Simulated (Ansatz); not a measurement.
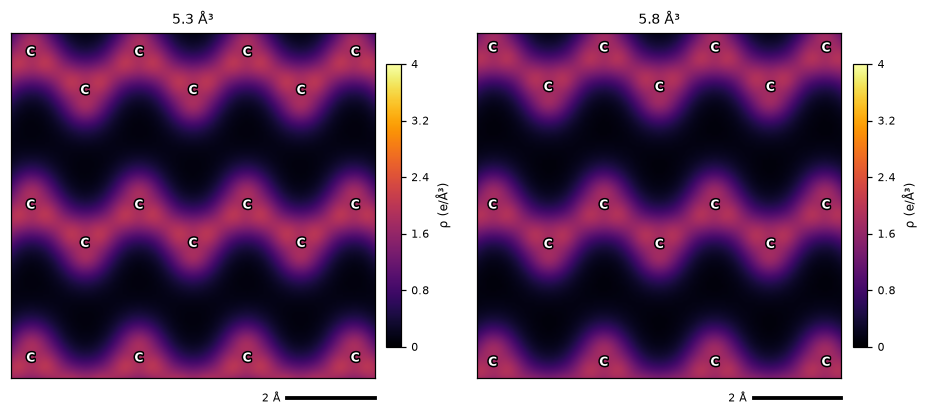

C. The valence electron density of cells scaled evenly to different volumes (given per atom above each panel), on the (11̄0) plane of each (indices in the axes of the cell below), at one length scale and on one colour scale.

All numbers below come from Kohn-Sham DFT of a periodic cell, HISS, Ansatz PAW in Ansatz.

The density is the valence pseudo-density of a PAW calculation; it isn't the true density close to the nuclei.

The largest cell:

```
CELL_PARAMETERS angstrom
0.00000 1.79518 1.79518
1.79518 0.00000 1.79518
1.79518 1.79518 0.00000
ATOMIC_POSITIONS crystal
C 0.75000 0.75000 0.75000
C 0.50000 0.50000 0.50000
```

| volume (Å³/atom) | C–C contact in the plane (Å) | ρ at its midpoint (e/Å³) | pressure (GPa) | gap on the mesh (eV) | 
| --- | --- | --- | --- | --- |
| 5.33 | 1.513 | 1.767 | 15.3 | 6.30 | 
| 5.67 | 1.544 | ? | ? | ? | 
| 5.79 | 1.555 | 1.632 | −23.6 | 6.08 | 

### Estimate the missing row, and compare with the calculation.

Over the known rows ln ρ falls by 1.89 per Å of C–C distance (the line through the two), which gives 1.666 e/Å³ at 1.544 Å; the calculation gives 1.663 e/Å³. For the pressure, a straight line in volume between the neighbouring rows gives −13.5 GPa; the calculation gives −15.2, lower because pressure rises ever faster on compression. For the gap on the mesh, a straight line in volume between the neighbouring rows gives 6.14 eV; the calculation gives 6.13.
